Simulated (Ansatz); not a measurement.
Ti$_{5}$N$_{4}$ (slab)

```cif
data_structure
_symmetry_space_group_name_H-M 'P 1'
_symmetry_Int_Tables_number 1
_cell_length_a 2.9726
_cell_length_b 2.9726
_cell_length_c 24.7086
_cell_angle_alpha 90.000
_cell_angle_beta 90.000
_cell_angle_gamma 120.000
_cell_volume 189.09
loop_
_atom_site_label
_atom_site_type_symbol
_atom_site_fract_x
_atom_site_fract_y
_atom_site_fract_z
_atom_site_occupancy
Ti1 Ti 0.66667 0.33333 0.30354 1
N1 N 0.00000 0.00000 0.35265 1
Ti2 Ti 0.33333 0.66667 0.40177 1
N2 N 0.66667 0.33333 0.45088 1
Ti3 Ti 0.00000 0.00000 0.50000 1
N3 N 0.33333 0.66667 0.54912 1
Ti4 Ti 0.66667 0.33333 0.59823 1
N4 N 0.00000 0.00000 0.64735 1
Ti5 Ti 0.33333 0.66667 0.69646 1
```

Not relaxed (largest force 1.4 eV/Å); computed without spin polarisation.

Theory: DFT PBEsol, scalar-relativistic, plane waves, PAW (Ansatz).

What will maps of the valence pseudo-density and electron localisation function show?

Ti–N (2.10 Å): ρ at the midpoint is about 0.54 e/Å³; the ELF peaks at about 0.80 in the valence shell of N, 0.7 Å from its nucleus, and is about 0.20 at the midpoint; no localised pair shows between them.

Does the calculation make it a metal, or give it a gap?

It is metallic or semimetallic at this level of theory: no gap opens.

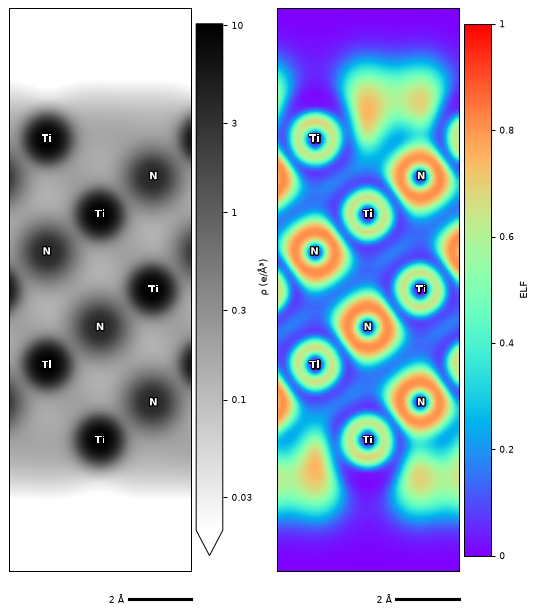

Computed valence pseudo-density and electron localisation function on the (110) plane of the calculation cell, a cut from vacuum to vacuum, in this order. 

In a PAW calculation such maps are meaningful between the atoms, not at the nuclei.
